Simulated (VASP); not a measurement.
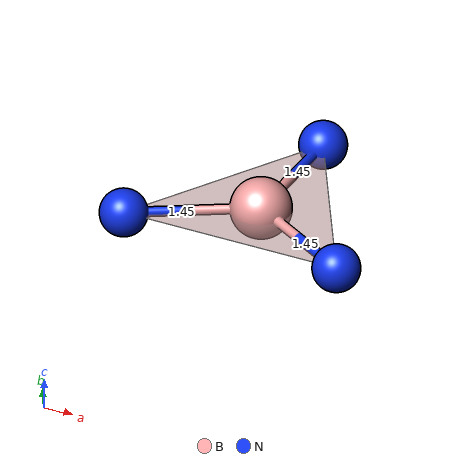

The BN3 unit about B in BN. Origin: the geometry relaxed with VASP Kohn-Sham DFT of a periodic cell, RPBE with D4, VASP PAW PBE potentials, recommended in VASP 6.6.1.

BN, space group R3m:H (No. 160), a = 2.509 Å, b = 2.509 Å, c = 9.128 Å, α = 90.00°, β = 90.00°, γ = 120.00°

```tsv
site	Wyckoff	x	y	z
N	3a	0.0000	0.0000	0.3325
B	3a	0.6667	0.3333	0.3333
```

### Compute the usual distortion measures of this polyhedron.

It is closest to the trigonal plane.

```tsv
measure	value
mean bond length	1.449 Å
bond-length distortion index (Baur)	0.000
effective coordination number (Hoppe)	3.00
shape measure against the trigonal plane	0.00
shape measure against the trigonal pyramid	2.95
centre off the ligands' centroid by	0.01 Å
```
